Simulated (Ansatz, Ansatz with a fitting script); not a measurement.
## CdS (Greenockite): converging an RPA energy

Wanted: convergence and cost of the RPA correlation energy of CdS (Greenockite).

Program: Ansatz 0.2.0. Level of theory: EXX+RPA on LDA, plane waves, norm-conserving pseudopotentials. Results are calculated unless marked as measured.

The database entry behind the starting cell differs from later determinations by our own check (about 0.35 % long), so it need not match the best structure at ambient conditions.

In doubt: RPA on norm-conserving files with a d shell is listed as unsure, so the values of those runs are not to be relied on.

### Step 1. The structure

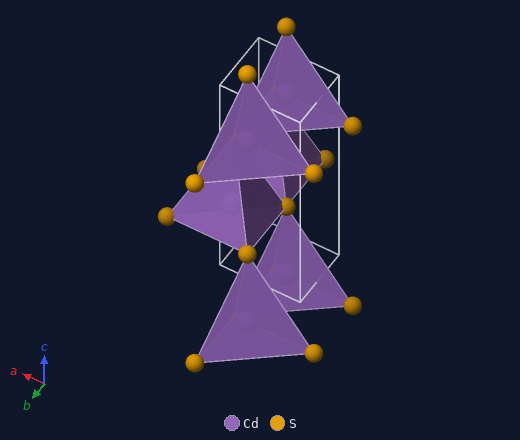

The starting structure, seen from a free direction (cadmium purple, sulfur orange). 1×2×1 cells are drawn. Some periodic images of atoms are drawn too.

The cell and positions come from the Crystallography Open Database and are kept as given unless a step says otherwise. The program's search for lower electronic states was switched off, so nothing shows that the state found is the lowest.

### Step 2. Base settings, 3×3×2 mesh, cutoffs to 160 eV, 461 empty bands

The RPA correlation energy is summed at several response cutoffs, since it converges slowly from above.

File input.yaml:

```yaml
crystal:
  lattice:
    - [4.15, 0.0, 0.0]
    - [-2.075, 3.59400543, 0.0]
    - [0.0, 0.0, 6.737]
  atoms:
    - { symbol: Cd, position: [0.33333333, 0.66666667, 0.0] }
    - { symbol: Cd, position: [0.66666667, 0.33333333, 0.5] }
    - { symbol: S, position: [0.33333333, 0.66666667, 0.375] }
    - { symbol: S, position: [0.66666667, 0.33333333, 0.875] }
kpoints:
  mp_grid: { grid: [3, 3, 2] }
hamiltonian:
  xc: lda
  pseudopotentials: { kind: nc, xc_functional: pbe }
scf:
  occupations: { method: fixed }
  lower_state_search: "off"
  convergence: { dr2_threshold: 1.0e-09 }
output:
  rpa_energy:
    ecut_chi_ladder: [96, 112, 128, 144, 160]
    long_wavelength: optical_limit
    n_empty_bands: 461
basis:
  ecutwfc: 1071.0
  xc_grid: 3
```

Launch:

```console
ansatz run input.yaml --threads 4 --pin off --max-ram 18432MiB --backend cpu --events-out ev --progress --plain --runs-dir out
```

What it wrote:

```text
Engine: ansatz 0.2.0, aarch64-unknown-linux-gnu
Pseudopotentials: kind: nc
Pseudopotential: Cd, nc, valence charge 20, recommended cutoff 1071 eV (normal), Cd.nc.azcp
Pseudopotential: S, nc, valence charge 6, recommended cutoff 770 eV (normal), S.nc.azcp (PseudoDojo's, or run here from an input of PseudoDojo's: the run reads no file of this project's for it)
Functional definition: SPW92
  exchange = slater_x
  correlation = pw_c
Crystal: 4 atoms, lattice volume = 100.483 Å³
Basis set: ecut = 1071 eV, 7979 PW (Γ), exchange–correlation on 135×135×216 points (27 copies of the dense FFT grid, shifted against one another)
Bands: 32, of which v1, the nominal top of the filled ones, is band 26 counted from 1 (25 counted from 0)
Symmetry: 12 space group operations
Space group: P63mc (ITA 186), of the structure as read, at distance tolerance 4.6e-5 Å
k-points: 6 of 18
Non-local potential: Cd, projectors of the file, l = 0: 2, l = 1: 2, l = 2: 2, l = 3: 1
Non-local potential: S, projectors of the file, l = 0: 2, l = 1: 2, l = 2: 2
Initial density: superposition of atomic densities (chi_scale 0.1, normalization cell, long waves kept (reshape's long-wave potential 0.00 eV rms))
Initial wavefunctions: pseudopotential atomic-orbital guess
Functional: x = slater, c = lda
SCF iter   1: F=—  HF=-10120.445608 eV  |F-HF|=—  |Δ(HF+E_count)|=         —  Δρ=2.40e-2  dr2=3.73e-1  ethr=3.10e-3  ⟨swp⟩=6.8  Hψ=778  notcnv=0  defer=23
preconditioner: auto → Resta (q_TF=auto, 2.445 Å⁻¹)  ε∞=4.7  [insulator: Δε(μ)=1.011 eV  Ē_g=11.621 eV  n_scr=22 (ndim 8)  ℏωp=22.2 eV  f_vac=0.075  ε∞_Penn≈4.7]
SCF iter   2: F=—  HF=-10120.370287 eV  |F-HF|=—  |Δ(HF+E_count)|=   7.53e-2  Δρ=1.25e-2  dr2=1.13e-1  ethr=7.17e-4  ⟨swp⟩=1.3  Hψ=242  notcnv=0  defer=23
SCF iter   3: F=—  HF=-10120.343974 eV  |F-HF|=—  |Δ(HF+E_count)|=   2.63e-2  Δρ=2.12e-3  dr2=5.29e-3  ethr=2.18e-4  ⟨swp⟩=2.3  Hψ=224  notcnv=0  defer=23
SCF iter   4: F=—  HF=-10120.343514 eV  |F-HF|=—  |Δ(HF+E_count)|=   4.60e-4  Δρ=8.17e-4  dr2=5.72e-4  ethr=1.02e-5  ⟨swp⟩=3.7  Hψ=393  notcnv=0  defer=23
SCF iter   5: F=—  HF=-10120.343701 eV  |F-HF|=—  |Δ(HF+E_count)|=   1.87e-4  Δρ=4.06e-4  dr2=1.13e-4  ethr=1.10e-6  ⟨swp⟩=2.5  Hψ=323  notcnv=0  defer=23
SCF iter   6: F=—  HF=-10120.343675 eV  |F-HF|=—  |Δ(HF+E_count)|=   2.60e-5  Δρ=1.17e-4  dr2=6.70e-6  ethr=2.18e-7  ⟨swp⟩=3.3  Hψ=325  notcnv=0  defer=22
SCF iter   7: F=—  HF=-10120.343677 eV  |F-HF|=—  |Δ(HF+E_count)|=   1.66e-6  Δρ=5.00e-5  dr2=1.34e-6  ethr=1.29e-8  ⟨swp⟩=3.5  Hψ=406  notcnv=0  defer=21
SCF iter   8: F=—  HF=-10120.343676 eV  |F-HF|=—  |Δ(HF+E_count)|=   3.30e-7  Δρ=8.91e-6  dr2=5.30e-8  ethr=2.58e-9  ⟨swp⟩=2.8  Hψ=384  notcnv=0  defer=21
SCF iter   9: F=—  HF=-10120.343676 eV  |F-HF|=—  |Δ(HF+E_count)|=   2.75e-9  Δρ=1.04e-6  dr2=1.37e-9  ethr=1.02e-10  ⟨swp⟩=2.8  Hψ=392  notcnv=0  defer=21
SCF iter  10: F=-10120.343676 eV  HF=-10120.343676 eV  |F-HF|=1.82e-12  |Δ(HF+E_count)|=  2.78e-10  Δρ=2.91e-7  dr2=6.06e-11  ethr=1.92e-12  ⟨swp⟩=12.8  Hψ=1024  notcnv=0
SCF 1 converged in 10 iterations: F = -10120.343676 eV  dr2 = 6.06e-11
NSCF: frozen V_eff on 6 k-points
EXX+RPA screening: q 1/6 (q-point 3)
EXX+RPA screening: q 2/6 (q-point 4)
EXX+RPA screening: q 3/6 (q-point 5)
EXX+RPA screening: q 4/6 (q-point 6)
EXX+RPA screening: q 5/6 (q-point 2)
EXX+RPA screening: q 6/6 (q-point 1)
NSCF: frozen V_eff on 1 k-points
NSCF: frozen V_eff on 1 k-points
SCF converged after 10 iterations
Free energy (F): -10120.343676 eV
Harris-Foulkes:  -10120.343676 eV  (|F-HF|=1.82e-12)
Internal energy: -10120.343676 eV  (E = F + TS)
E sigma→0 (E₀):  -10120.343676 eV
Fermi energy:    6.643639 eV
--- Per-component energies (eV) ---
  E_band       = -1028.451842
  E_kinetic    = 3454.669359
  E_local      = -10672.086915  (includes V_loc(G=0)·N_el)
  E_nonlocal   = 411.492059
  E_hartree    = 3542.254146
  E_xc         = -1474.280102
  E_vxc        = -1307.034306  (∫ρ·V_xc dr)
  E_ewald      = -5382.392223
  E_smearing   = -0.000000  (= −TS)
  E_closure    = -0.000000  (closes the sum)
  Σ components = -10120.343676   (vs F -10120.343676, Δ=0.00e0)
--- Band table (eV; the first three rows and the last of 6) ---
  k-point 0: bands = [... 22 lower, 5.8567, 6.5870, 6.6436, 6.6436, 7.4954, 9.1084, 12.8335, 12.8335, ... 2 higher]
  k-point 1: bands = [... 22 lower, 6.2349, 6.2349, 6.2349, 6.2349, 9.1890, 9.1890, 12.5474, 12.5474, ... 2 higher]
  k-point 2: bands = [... 22 lower, 4.0246, 4.9775, 5.7754, 6.0733, 9.7996, 10.3483, 11.7464, 12.5869, ... 2 higher]
  k-point 5: bands = [... 22 lower, 4.1571, 4.1571, 5.4923, 5.4923, 10.7572, 10.7572, 12.4632, 12.4632, ... 2 higher]
--- EXX+RPA: 3×3×2 mesh (6 irreducible q, 52/108 k–q pairs), 487 bands' worth read of 492 solved (the sum completed by the states above those read; Γ's head and wings end at those read), 26 occupied, 13 to 15 frequency nodes, the response taken to reach 896.6 eV, pair-density box ratio 4, q→0 included in E_x (Coulomb truncated on the Wigner–Seitz cell) and E_c (k·p head, wings) ---
  smallest occupied→empty transition 8.518e-1 eV, smallest direct gap 8.518e-1 eV
  indirect gap at most 8.518e-1 eV, over 6 k-points of the mesh
  q→0 term of E_c: -0.353 eV. Its linear part alone, which the term's logarithm partly gives back, by the exact frequency integral: -0.704 eV, with the singular values of its first-order overlaps capped at one, above which no states can give them; of that, -0.083 eV (11.7 %) stands at the cap, where the true value lies between nought and that figure. Uncapped it would be -0.832 eV. The k-point off which, with its ima [...]
  bands read: the sum over 487 bands ends inside a degenerate multiplet in 3 slots, whose members it reads at an even weight; the widest, k=1: bands 485 to 488 (counted from 1) at 3/4 each
  E_x                     =      -888.979375 eV
  E_xc[n_v+n_c], E_xc[n_v] =     -1474.280100, -936.411901 eV (parent functional, the pass's orbitals; any nonlocal part keeps n_c)
  E_c ladder  E_cut^χ (eV)   ⟨N_G⟩      E_cut^sphere (eV)      E_c (eV)
                   96.00      214.5             95.97        -49.688129
                  112.00      272.6            112.60        -53.502590
                  128.00      330.7            128.08        -56.509552
                  144.00      391.5            143.32        -59.092436
                  160.00      459.8            159.55        -61.512027
  E_c(E_cut→∞)            =       -71.198844 ± 0.925080 eV  (E_cut^-3/2 fit over 5 rungs)
  S(q), 5 of 5 wave vectors   |q| (1/Å)       S_0(q)   S_0 (bands read)   S_RPA(q)   (top rung; structure_factors; the frequency nodes sum S_0 to within 4.8e-7)
    ( 0.0000,  0.0000,  0.5000)    0.46632     0.040794           0.040658   0.019996
    ( 0.0000,  0.3333,  0.0000)    0.58275     0.059790           0.059574   0.030703
    ( 0.0000,  0.3333,  0.5000)    0.74636     0.091122           0.090754   0.049444
    ( 0.3333,  0.3333,  0.0000)    1.00935     0.145499           0.144770   0.085720
    ( 0.3333,  0.3333,  0.5000)    1.11186     0.167584           0.166668   0.101933
  core–valence xc dropped  : E_EXX =     -9535.042951 eV   E_EXX+RPA =     -9606.241795 eV
  core–valence xc semilocal: E_EXX =    -10072.911150 eV   E_EXX+RPA =    -10144.109994 eV
```

It took 3.3 min on 4 threads of Arm Neoverse V1, shared host; peak memory 4.9 GiB; 13 min of CPU time.

This step gave:

```yaml
exact_exchange_energy: -888.9794 eV
rpa_correlation_energy: -71.1988 eV
```

Extrapolated from these cutoffs, the correlation energy is -17.80 eV per atom (fit error 0.23); such a limit moves with the range of cutoffs.

RPA ladder, by row:

```csv
response cutoff (eV),mean plane waves,sphere-equivalent cutoff (eV),correlation energy (eV)
96,214.5,95.97,-49.69
112,272.6,112.6,-53.5
128,330.7,128.1,-56.51
144,391.5,143.3,-59.09
160,459.8,159.5,-61.51
```

### Step 3. Base settings, 3×3×2 mesh, cutoffs to 160 eV, 484 empty bands, volume +5 %

The cell differs from the one that the last finished run ended in (a 4.150 → 4.218 Å, b 4.150 → 4.218 Å, c 6.737 → 6.847 Å).

Edit input.yaml of step 2 so:

```diff
@@ -2,5 +2,5 @@
   lattice:
-    - [4.15, 0.0, 0.0]
-    - [-2.075, 3.59400543, 0.0]
-    - [0.0, 0.0, 6.737]
+    - [4.2180448808, 0.0, 0.0]
+    - [-2.1090224404, 3.6529340254, 0.0]
+    - [0.0, 0.0, 6.8474622559]
   atoms:
@@ -23,3 +23,3 @@
     long_wavelength: optical_limit
-    n_empty_bands: 461
+    n_empty_bands: 484
 basis:
```

What it wrote:

```text
[...]
Crystal: 4 atoms, lattice volume = 105.507 Å³
Basis set: ecut = 1071 eV, 8389 PW (Γ), exchange–correlation on 144×144×225 points (27 copies of the dense FFT grid, shifted against one another)
Bands: 32, of which v1, the nominal top of the filled ones, is band 26 counted from 1 (25 counted from 0)
Symmetry: 12 space group operations
[...]
k-points: 6 of 18
[...]
( 0.0000,  0.3333,  0.0000)    0.57335     0.058889           0.058681   0.030226
    ( 0.0000,  0.3333,  0.5000)    0.73432     0.089750           0.089397   0.048676
    ( 0.3333,  0.3333,  0.0000)    0.99306     0.143373           0.142674   0.084388
    ( 0.3333,  0.3333,  0.5000)    1.09392     0.165122           0.164245   0.100342
  core–valence xc dropped  : E_EXX =     -9535.162617 eV   E_EXX+RPA =     -9606.204192 eV
  core–valence xc semilocal: E_EXX =    -10072.983804 eV   E_EXX+RPA =    -10144.025378 eV
[key lines of the parts left out:]
SCF converged after 10 iterations
Free energy (F): -10120.225982 eV
Fermi energy:    5.975681 eV
```

Run time: 3.9 min. Hardware: 4 threads; peak memory 5.5 GiB; 15 min of CPU time.

Numbers from this step:

```yaml
exact_exchange_energy: -887.9284 eV
rpa_correlation_energy: -71.0416 eV
```

Extrapolated from these cutoffs, the correlation energy is -17.76 eV per atom (fit error 0.23); such a limit moves with the range of cutoffs.

RPA ladder, by row:

| response cutoff (eV) | mean plane waves | sphere-equivalent cutoff (eV) | correlation energy (eV) |
| --- | --- | --- | --- |
| 96 | 222.8 | 95.28 | -49.36 |
| 112 | 281.3 | 111.3 | -53.08 |
| 128 | 347.7 | 128.2 | -56.39 |
| 144 | 417.5 | 144.8 | -59.18 |
| 160 | 484.6 | 159.9 | -61.41 |

### Step 4. Response cutoff, 3×3×2 mesh, cutoffs to 90 eV, 194 empty bands

input.yaml, the sections that differ from step 3:

```yaml
crystal:
  lattice:
    - [4.15, 0.0, 0.0]
    - [-2.075, 3.59400543, 0.0]
    - [0.0, 0.0, 6.737]
  atoms:
    - { symbol: Cd, position: [0.33333333, 0.66666667, 0.0] }
    - { symbol: Cd, position: [0.66666667, 0.33333333, 0.5] }
    - { symbol: S, position: [0.33333333, 0.66666667, 0.375] }
    - { symbol: S, position: [0.66666667, 0.33333333, 0.875] }
output:
  rpa_energy:
    ecut_chi_ladder: [54, 63, 72, 81, 90]
    long_wavelength: optical_limit
    n_empty_bands: 194
# kpoints, hamiltonian, scf, basis: as in step 3
```

What it wrote:

```text
[...]
Crystal: 4 atoms, lattice volume = 100.483 Å³
Basis set: ecut = 1071 eV, 7979 PW (Γ), exchange–correlation on 135×135×216 points (27 copies of the dense FFT grid, shifted against one another)
Bands: 32, of which v1, the nominal top of the filled ones, is band 26 counted from 1 (25 counted from 0)
Symmetry: 12 space group operations
[...]
k-points: 6 of 18
[...]
( 0.0000,  0.3333,  0.0000)    0.58275     0.059790           0.059002   0.030743
    ( 0.0000,  0.3333,  0.5000)    0.74636     0.091122           0.089752   0.049504
    ( 0.3333,  0.3333,  0.0000)    1.00935     0.145499           0.142697   0.085827
    ( 0.3333,  0.3333,  0.5000)    1.11186     0.167584           0.164003   0.102077
  core–valence xc dropped  : E_EXX =     -9535.042951 eV   E_EXX+RPA =     -9592.939251 eV
  core–valence xc semilocal: E_EXX =    -10072.911150 eV   E_EXX+RPA =    -10130.807450 eV
[key lines of the parts left out:]
SCF converged after 10 iterations
Free energy (F): -10120.343676 eV
Fermi energy:    6.643639 eV
```

The job ended after 62 s (4 threads; peak memory 2 GiB; 4 min of CPU time).

Numbers from this step:

```yaml
exact_exchange_energy: -888.9794 eV
rpa_correlation_energy: -57.8963 eV
```

Extrapolated from these cutoffs, the correlation energy is -14.47 eV per atom (fit error 0.27); such a limit moves with the range of cutoffs.

### Step 5. Response cutoff, 3×3×2 mesh, cutoffs to 90 eV, 204 empty bands, volume +5 %

Edit input.yaml of step 4 so:

```diff
@@ -2,5 +2,5 @@
   lattice:
-    - [4.15, 0.0, 0.0]
-    - [-2.075, 3.59400543, 0.0]
-    - [0.0, 0.0, 6.737]
+    - [4.2180448808, 0.0, 0.0]
+    - [-2.1090224404, 3.6529340254, 0.0]
+    - [0.0, 0.0, 6.8474622559]
   atoms:
@@ -23,3 +23,3 @@
     long_wavelength: optical_limit
-    n_empty_bands: 194
+    n_empty_bands: 204
 basis:
```

What it wrote:

```text
[...]
Crystal: 4 atoms, lattice volume = 105.507 Å³
Basis set: ecut = 1071 eV, 8389 PW (Γ), exchange–correlation on 144×144×225 points (27 copies of the dense FFT grid, shifted against one another)
Bands: 32, of which v1, the nominal top of the filled ones, is band 26 counted from 1 (25 counted from 0)
Symmetry: 12 space group operations
[...]
k-points: 6 of 18
[...]
( 0.0000,  0.3333,  0.0000)    0.57335     0.058889           0.058134   0.030267
    ( 0.0000,  0.3333,  0.5000)    0.73432     0.089750           0.088441   0.048739
    ( 0.3333,  0.3333,  0.0000)    0.99306     0.143373           0.140703   0.084502
    ( 0.3333,  0.3333,  0.5000)    1.09392     0.165122           0.161718   0.100492
  core–valence xc dropped  : E_EXX =     -9535.162617 eV   E_EXX+RPA =     -9592.909494 eV
  core–valence xc semilocal: E_EXX =    -10072.983804 eV   E_EXX+RPA =    -10130.730680 eV
[key lines of the parts left out:]
SCF converged after 10 iterations
Free energy (F): -10120.225982 eV
Fermi energy:    5.975681 eV
```

The job ended after 67 s (4 threads; peak memory 2.2 GiB).

This step gave:

```
exact exchange energy  : -887.9284 eV
RPA correlation energy : -57.7469 eV
```

Extrapolated from these cutoffs, the correlation energy is -14.44 eV per atom (fit error 0.28); such a limit moves with the range of cutoffs.

### Step 6. Response cutoff, 3×3×2 mesh, cutoffs to 240 eV, 848 empty bands

input.yaml, the sections that differ from step 5:

```yaml
crystal:
  lattice:
    - [4.15, 0.0, 0.0]
    - [-2.075, 3.59400543, 0.0]
    - [0.0, 0.0, 6.737]
  atoms:
    - { symbol: Cd, position: [0.33333333, 0.66666667, 0.0] }
    - { symbol: Cd, position: [0.66666667, 0.33333333, 0.5] }
    - { symbol: S, position: [0.33333333, 0.66666667, 0.375] }
    - { symbol: S, position: [0.66666667, 0.33333333, 0.875] }
output:
  rpa_energy:
    ecut_chi_ladder: [144, 168, 192, 216, 240]
    long_wavelength: optical_limit
    n_empty_bands: 848
# kpoints, hamiltonian, scf, basis: as in step 5
```

What it wrote:

```text
[...]
Crystal: 4 atoms, lattice volume = 100.483 Å³
Basis set: ecut = 1071 eV, 7979 PW (Γ), exchange–correlation on 135×135×216 points (27 copies of the dense FFT grid, shifted against one another)
Bands: 32, of which v1, the nominal top of the filled ones, is band 26 counted from 1 (25 counted from 0)
Symmetry: 12 space group operations
[...]
k-points: 6 of 18
[...]
( 0.0000,  0.3333,  0.0000)    0.58275     0.059790           0.059690   0.030688
    ( 0.0000,  0.3333,  0.5000)    0.74636     0.091122           0.090955   0.049421
    ( 0.3333,  0.3333,  0.0000)    1.00935     0.145499           0.145183   0.085681
    ( 0.3333,  0.3333,  0.5000)    1.11186     0.167584           0.167193   0.101882
  core–valence xc dropped  : E_EXX =     -9535.042951 eV   E_EXX+RPA =     -9614.126736 eV
  core–valence xc semilocal: E_EXX =    -10072.911150 eV   E_EXX+RPA =    -10151.994935 eV
[key lines of the parts left out:]
SCF converged after 10 iterations
Free energy (F): -10120.343676 eV
Fermi energy:    6.643639 eV
```

The job ended after 12 min (4 threads; peak memory 11 GiB; 48 min of CPU time).

This step gave:

| Quantity | Value |
| --- | --- |
| exact exchange energy | -888.9794 eV |
| RPA correlation energy | -79.0838 eV |

Extrapolated from these cutoffs, the correlation energy is -19.77 eV per atom (fit error 0.21); such a limit moves with the range of cutoffs.

### Step 7. Response cutoff, 3×3×2 mesh, cutoffs to 240 eV, 890 empty bands, volume +5 %

Edit input.yaml of step 6 so:

```diff
@@ -2,5 +2,5 @@
   lattice:
-    - [4.15, 0.0, 0.0]
-    - [-2.075, 3.59400543, 0.0]
-    - [0.0, 0.0, 6.737]
+    - [4.2180448808, 0.0, 0.0]
+    - [-2.1090224404, 3.6529340254, 0.0]
+    - [0.0, 0.0, 6.8474622559]
   atoms:
@@ -23,3 +23,3 @@
     long_wavelength: optical_limit
-    n_empty_bands: 848
+    n_empty_bands: 890
 basis:
```

What it wrote:

```text
[...]
Crystal: 4 atoms, lattice volume = 105.507 Å³
Basis set: ecut = 1071 eV, 8389 PW (Γ), exchange–correlation on 144×144×225 points (27 copies of the dense FFT grid, shifted against one another)
Bands: 32, of which v1, the nominal top of the filled ones, is band 26 counted from 1 (25 counted from 0)
Symmetry: 12 space group operations
[...]
k-points: 6 of 18
[...]
( 0.0000,  0.3333,  0.0000)    0.57335     0.058889           0.058793   0.030213
    ( 0.0000,  0.3333,  0.5000)    0.73432     0.089750           0.089589   0.048653
    ( 0.3333,  0.3333,  0.0000)    0.99306     0.143373           0.143068   0.084348
    ( 0.3333,  0.3333,  0.5000)    1.09392     0.165122           0.164744   0.100293
  core–valence xc dropped  : E_EXX =     -9535.162617 eV   E_EXX+RPA =     -9614.198439 eV
  core–valence xc semilocal: E_EXX =    -10072.983804 eV   E_EXX+RPA =    -10152.019626 eV
[key lines of the parts left out:]
SCF converged after 10 iterations
Free energy (F): -10120.225982 eV
Fermi energy:    5.975681 eV
```

The job ended after 14 min (4 threads; peak memory 13 GiB; 55 min of CPU time).

This step gave:

| Property | Result |
| --- | --- |
| exact exchange energy | -887.9284 eV |
| RPA correlation energy | -79.0358 eV |

Extrapolated from these cutoffs, the correlation energy is -19.76 eV per atom (fit error 0.20); such a limit moves with the range of cutoffs.

(Continued in part 2 of 4.)

[Paths, hosts, dates, memory and timing lines, banners, echoed tables and standing remarks are left out of the program output.]

[Logs are printed without paths, hosts, clocks, repeated set-up lines and the standing remarks that a program may print on its own settings, such as how far it seeks lower states.]

[Runs of the session that timed out or met a known fault of the program may be left out.]

[Hosts, paths, dates, database ids (printed as entryN), source tags and the programs' standing remarks are cut or masked in the printed files.]
